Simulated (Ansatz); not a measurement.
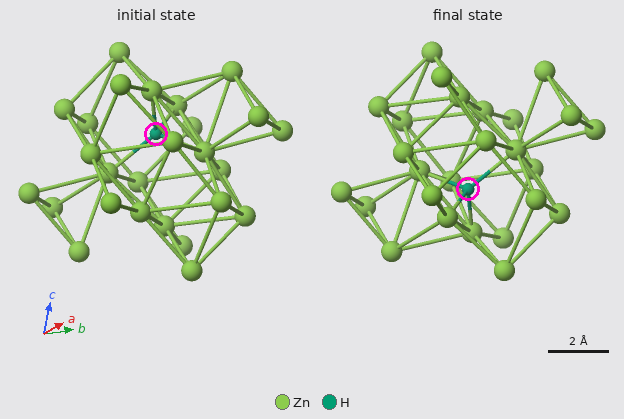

The two relaxed end points of a path for a defect cell of composition Zn18H (19 atoms in the cell). The picture is a ball-and-stick view of the atoms within 4.5 Å of the middle of the path, seen from a free direction. The moving atom is ringed, with any periodic copies. Bonds to atoms that aren't drawn are left out.

These are results of DFT PBE, scalar-relativistic, plane waves, PAW in Ansatz, not measurements.

Input
```yaml
crystal:
  lattice:
    - [0.0, -4.5592968417, 5.1118930802]
    - [3.9484668883, 2.2796484209, 5.1118930802]
    - [-3.9484668883, 2.2796484209, 5.1118930802]
  atoms:
    - { symbol: Zn, position: [0.5322701906, 0.1945035834, 0.5275741993] }
    - { symbol: Zn, position: [0.1943623645, 0.1945121893, 0.8654934255] }
    - { symbol: Zn, position: [0.5324887858, 0.5277186389, 0.1946923208] }
    - { symbol: Zn, position: [0.8448114978, 0.1780880437, 0.1780816045] }
    - { symbol: Zn, position: [0.1974164885, 0.5304779023, 0.530550514] }
    - { symbol: Zn, position: [0.5117544086, 0.844829881, 0.8448976748] }
    - { symbol: Zn, position: [0.8617259302, 0.5279619923, 0.8660293018] }
    - { symbol: Zn, position: [0.1945265244, 0.8656805316, 0.1946998343] }
    - { symbol: Zn, position: [0.8617252526, 0.8659976862, 0.5279813562] }
    - { symbol: Zn, position: [0.8105115544, 0.4919398823, 0.4920609859] }
    - { symbol: Zn, position: [0.4631107823, 0.4610898895, 0.7961358219] }
    - { symbol: Zn, position: [0.8009431267, 0.8024793208, 0.1341502266] }
    - { symbol: Zn, position: [0.1584131764, 0.4913648797, 0.1433520931] }
    - { symbol: Zn, position: [0.4632507048, 0.7961342932, 0.4612981808] }
    - { symbol: Zn, position: [0.8008300865, 0.1340192108, 0.8024907371] }
    - { symbol: Zn, position: [0.128360084, 0.7963399075, 0.7964836426] }
    - { symbol: Zn, position: [0.4692566518, 0.1338498523, 0.1338669427] }
    - { symbol: Zn, position: [0.1580373384, 0.1430777296, 0.4911100136] }
    - { symbol: H, position: [0.9803732564, 0.3145889866, 0.3142350135] }
basis:
  ecutwfc: 420
  xc_grid: 2
kpoints:
  mp_grid: { grid: [4, 4, 4], shift: [0.5, 0.5, 0.5] }
hamiltonian:
  xc: pbe
scf:
  occupations: { method: gaussian, width: 0.1 }
output:
  forces: true
neb:
  images: 3
  f_tol: 0.05
  max_iterations: 70
  order_check: false
  final_atoms:
    - { symbol: Zn, position: [0.5368496908, 0.2049732493, 0.5369934258] }
    - { symbol: Zn, position: [0.1899812402, 0.1749201569, 0.8419684536] }
    - { symbol: Zn, position: [0.5308425963, 0.5325032469, 0.1993141225] }
    - { symbol: Zn, position: [0.8422233197, 0.1752959949, 0.1902556038] }
    - { symbol: Zn, position: [0.1991831068, 0.5323902067, 0.5308540126] }
    - { symbol: Zn, position: [0.5371975114, 0.870222551, 0.8722434439] }
    - { symbol: Zn, position: [0.8412723474, 0.5228217789, 0.841393451] }
    - { symbol: Zn, position: [0.1994663906, 0.8640766816, 0.1994834811] }
    - { symbol: Zn, position: [0.8720351525, 0.8700826286, 0.5371990401] }
    - { symbol: Zn, position: [0.8053519771, 0.4716080808, 0.4673356471] }
    - { symbol: Zn, position: [0.4673040316, 0.4716074031, 0.805371341] }
    - { symbol: Zn, position: [0.805759134, 0.8010631428, 0.13882975] }
    - { symbol: Zn, position: [0.1552517289, 0.4885218355, 0.1552452897] }
    - { symbol: Zn, position: [0.4884356585, 0.8215789248, 0.4885034523] }
    - { symbol: Zn, position: [0.8027828193, 0.1359168448, 0.802855431] }
    - { symbol: Zn, position: [0.1386410126, 0.8008445475, 0.8056146945] }
    - { symbol: Zn, position: [0.4678399079, 0.1389709689, 0.138821144] }
    - { symbol: Zn, position: [0.1386334991, 0.1388068089, 0.4676528018] }
    - { symbol: H, position: [1.0190983199, 0.352960077, 0.0187443467] }
```

Launched with:
```bash
ansatz run input.yaml --threads 4 --pin off --max-ram 8192MiB --backend cpu --events-out ev --progress --plain --runs-dir out
```

> What barrier does the band find between them, and by what path?

The two ends have the same energy, and the highest point, image 2, lies 0.178 eV above the start. The H atom travels furthest, 1.89 Å from end to end, roughly along −c, on a straight line. At the highest image its nearest neighbour (Zn) is 1.77 Å away, against 1.85 Å at the start, and the surrounding atoms stand up to 0.08 Å off the mean of their end positions. The band converged in 5 iterations. The largest component of the band force went from 0.33 to 0.021 eV/Å. The climbing image converged on the top of the path. Its curvatures weren't checked.

Energies of the converged images:

```json
{"image": "0", "path (Å)": "0.00", "E (eV)": "0.000"}
{"image": "1", "path (Å)": "0.53", "E (eV)": "0.079"}
{"image": "2", "path (Å)": "1.07", "E (eV)": "0.178"}
{"image": "3", "path (Å)": "1.61", "E (eV)": "0.078"}
{"image": "4", "path (Å)": "2.14", "E (eV)": "0.000"}
```

The geometry at the top of the path:

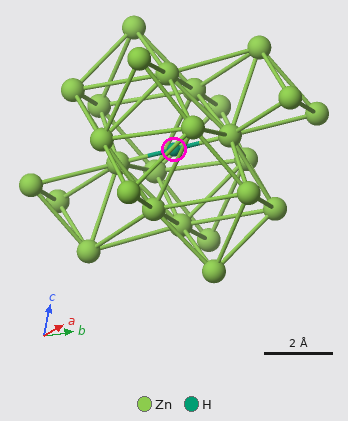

Limits of the set-up: the periodic images lie only 6.8 Å apart, so the values are limited by the cell's size.

Cost: 14 min on 4 threads of Arm Neoverse V1, on a shared host, peak memory 3.7 GiB.
